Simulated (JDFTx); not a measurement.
# A series of single points on KI

System: KI (Fm-3m, 2 atoms in the cell).
Method: Kohn-Sham DFT of a periodic cell, RPBE, PseudoDojo-SR-PBE-0.5-standard, no spin polarisation (JDFTx 1.7.0 (patched build)).

The 7 runs differ only in the geometry, by an even scaling of the cell at fixed fractional positions. The structure derives from an entry of the Crystallography Open Database.

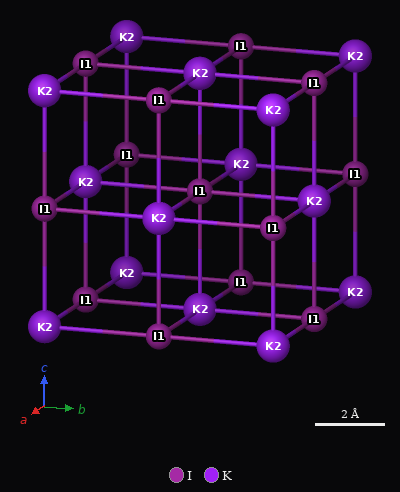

Figure 1. The structure of run 4 (ball-and-stick view of the cell 4 times as large as that of the calculation, set on its symmetry axes, seen slightly off an axis; atoms are numbered from 1 in the order of the input).

**Input of run 4**
```
lattice Face-Centered Cubic 13.3519544198
coords-type Lattice
ion I      0.5000000000     0.5000000000     0.5000000000 1
ion K      0.0000000000     0.0000000000     0.0000000000 1

ion-species pseudo/I.upf
ion-species pseudo/K.upf
elec-cutoff 37 296
elec-ex-corr gga-x-rpbe gga-c-pbe
kpoint-folding 7 7 7
elec-smearing Fermi 0.0018374661
elec-n-bands 14
electronic-SCF nIterations 100 energyDiffThreshold 1e-09
electronic-minimize nIterations 30 energyDiffThreshold 1e-7
forces-output-coords Cartesian

dump-name run.$VAR
dump End Ecomponents EigStats BandEigs Kpoints Forces Stress ElecDensity Dtot KEdensity
```

Command:
```bash
jdftx -c 1 -i KI.in -o KI.out
```

Lattice vectors (Å) and fractional positions of run 4:
```
   0.000000    3.532775    3.532775
   3.532775    0.000000    3.532775
   3.532775    3.532775    0.000000
I   0.500000  0.500000  0.500000
K   0.000000  0.000000  0.000000
```

Run 6 has the same physical settings and fractional positions; its lattice vectors (Å) are:
```
   0.000000    3.579264    3.579264
   3.579264    0.000000    3.579264
   3.579264    3.579264    0.000000
```

**Results, with one run withheld**

```tsv
run	volume per atom (Å³)	free energy per atom, from the lowest run given (meV)	pressure (GPa)	gap on the mesh (eV)
1	41.445	57.46	2.77	4.42
2	42.327	43.30	2.38	4.37
3	43.209	31.22	2.01	4.32
4	44.091	21.02	1.69	4.27
5	44.973	12.53	1.40	4.23
6	45.854	?	?	?
7	46.736	0.00	0.89	4.14
```

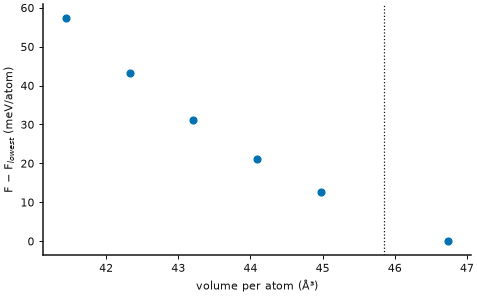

Figure 2. Free energy per atom of the runs given; the dotted line marks run 6.

Fit the runs given and predict run 6.

A cubic polynomial in V^(−2/3) (the Birch–Murnaghan form), fitted to the 6 runs given, misses them by under 0.01 meV per atom. With x = V^(−2/3) − 0.08055 Å⁻², it reads F = 24.842 + 9238 x + 6.1028e+05 x² + 2.292e+06 x³ (meV per atom). At run 6 it gives 5.57 meV per atom, and the run itself gives 5.57. The slope of the fit gives a pressure −dF/dV of 1.13 GPa there, and the run prints 1.13 GPa. The fit has no minimum inside this range. The gap on the mesh goes, without turning, from 4.42 eV in run 1 to 4.14 eV in run 7; run 6 has 4.18 eV. These are gaps of this functional on this mesh, which can miss the band edges; they aren't the measured gap.

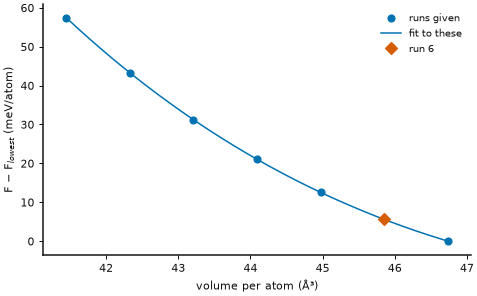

Figure 3. The fit and the withheld run.

**Some lines of the output (run 6)**
```
[...]
unit cell volume = 618.882
     Etot =      -40.1329774301533320
        F =      -40.1329774301533320
	HOMO-LUMO gap: +0.153678
	Optical gap  : +0.153678 at state 0 ( [ +0.000000 +0.000000 +0.000000 ] spin 0 )
```

Notes on the run: WARNING: large normalization error in atomic orbital 2s (integral: 0.980832).
